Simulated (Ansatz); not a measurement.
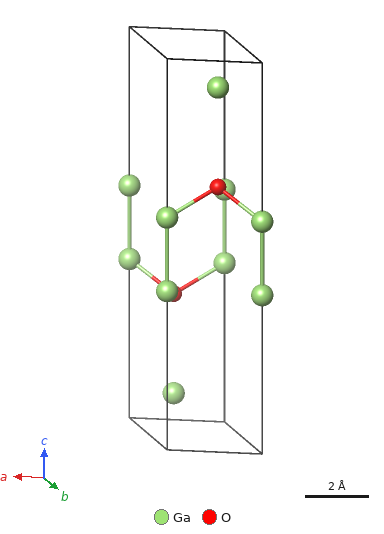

We look at a ball-and-stick model of the crystal from a general direction. Atoms at the boundary of the conventional unit cell (the box) are drawn once for each face, edge or corner they touch.

Ga$_{2}$O, space group P-3m1 (No. 164), a = 3.06 Å, b = 3.06 Å, c = 13.40 Å, α = 90.00°, β = 90.00°, γ = 120.00°.

Results below were computed with DFT PBE, scalar-relativistic, plane waves, PAW in Ansatz; the settings were 420 eV cutoff, 12×12×4 k-mesh, Fermi-Dirac smearing of 0.15 eV, no spin polarisation.

### Classify it as metallic or gapped, with the value.

A metal: bands cross the Fermi level.

### What is the pressure at this volume?

The computed pressure is 0.0 GPa, close to zero.

Origin of the cell: a structure type filled with these elements by a generator (whether the compound takes this form wasn't checked). Earlier steps of the study may have refined or changed the cell and positions. A calculation with Ansatz used it as input.
